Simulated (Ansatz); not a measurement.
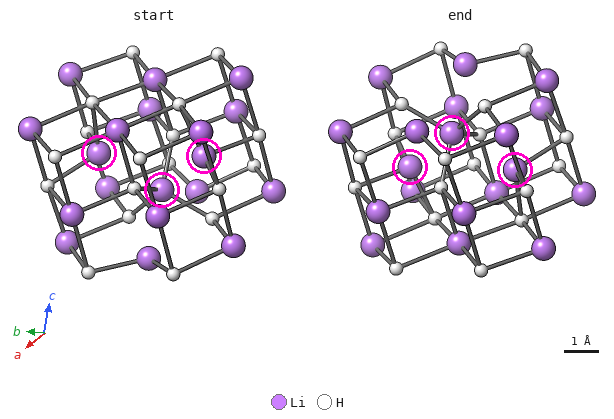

The two relaxed end points of a path for a defect cell of composition Li$_{17}$H$_{16}$ (33 atoms in the cell). A ball-and-stick model of the atoms within 4.0 Å of the middle of the path, seen from a free direction. The atoms that move most are ringed. Bonds to atoms that aren't drawn are left out.

These are results of DFT PBE, scalar-relativistic, plane waves, PAW in Ansatz 0.2.0, not measurements.

Run with plane-wave cutoff 420 eV; k-point mesh 2 × 2 × 2; Gaussian smearing 0.02 eV; 5 movable images; climbing image.

### Predict the minimum-energy path and its barrier.

The barrier is about 0.198 eV in both directions, with image 3 at the top; the ends have the same energy. A Li atom travels furthest, 2.00 Å from end to end, along [0 1 1], on a straight line. At the highest image its nearest neighbour (H) is 1.68 Å away, against 1.72 Å at the start, and the surrounding atoms stand up to 0.33 Å off the mean of their end positions. The band is converged.

Energies of the converged images:

```json
{"image": "0", "path (Å)": "0.00", "E (eV)": "0.000"}
{"image": "1", "path (Å)": "0.55", "E (eV)": "0.045"}
{"image": "2", "path (Å)": "1.10", "E (eV)": "0.139"}
{"image": "3", "path (Å)": "1.66", "E (eV)": "0.198"}
{"image": "4", "path (Å)": "2.21", "E (eV)": "0.140"}
{"image": "5", "path (Å)": "2.76", "E (eV)": "0.046"}
{"image": "6", "path (Å)": "3.31", "E (eV)": "0.000"}
```

The geometry at the top of the path:

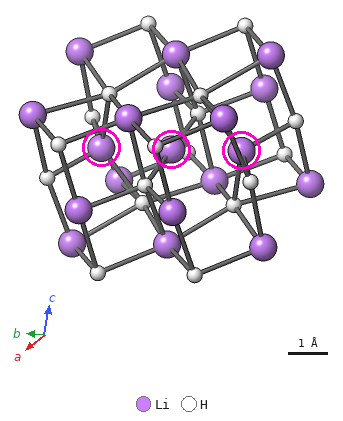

Limits of the set-up: the k-point mesh is coarse for a cell with partly filled bands; the periodic images lie only 6.9 Å apart, so the values are limited by the cell's size.

Cost: 33 s on 4 threads of Intel(R) Xeon(R) Platinum 8488C (Sapphire Rapids), with other jobs on the host, peak memory 0.88 GiB.
